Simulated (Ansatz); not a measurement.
System: SrO, space group P1 (No. 1), 8 atoms in the cell.

```yaml
crystal:
  lattice:
    - [-2.57022, 2.44599, 4.94632]
    - [2.42409, -2.50402, 4.90227]
    - [2.52748, 2.50533, -0.05104]
  atoms:
    - { symbol: Sr, position: [0.03400, 0.00496, 0.00179] }
    - { symbol: Sr, position: [0.99747, 0.47033, 0.47528] }
    - { symbol: Sr, position: [0.49815, 0.99926, 0.50913] }
    - { symbol: Sr, position: [0.49259, 0.51389, 0.01286] }
    - { symbol: O, position: [0.25529, 0.24182, 0.01334] }
    - { symbol: O, position: [0.26801, 0.79451, 0.43207] }
    - { symbol: O, position: [0.74838, 0.27067, 0.50970] }
    - { symbol: O, position: [0.74563, 0.73949, 0.94906] }
```

Method: DFT with PBEsol, PAW plane waves, no spin polarisation, 3×3×5 k mesh, 420 eV cutoff, Methfessel-Paxton smearing of 0.019 eV (Ansatz).

Predict the main features of the density of states.

There is a gap; over the k points computed it is 3.41 eV. By projected weight, the top eV of the valence band is O 2p almost alone.

The atoms aren't at rest in this cell (largest force 3.5 eV/Å), so the relaxed material can differ. The cell is at 15 GPa in this functional.

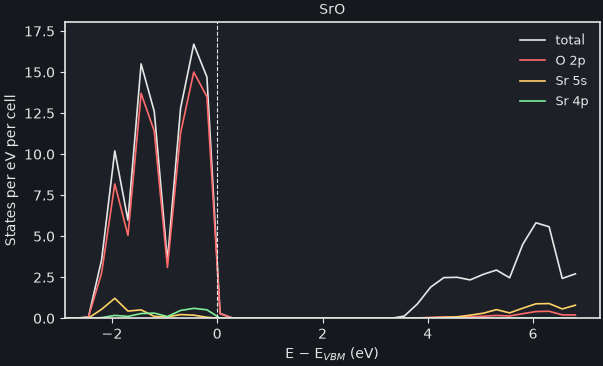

Density of states. Energies are counted from the top of the valence band. The partial curves are projected on Löwdin-orthogonalised atomic shells; they sum to less than the total at higher energies, where shells without a projector contribute.
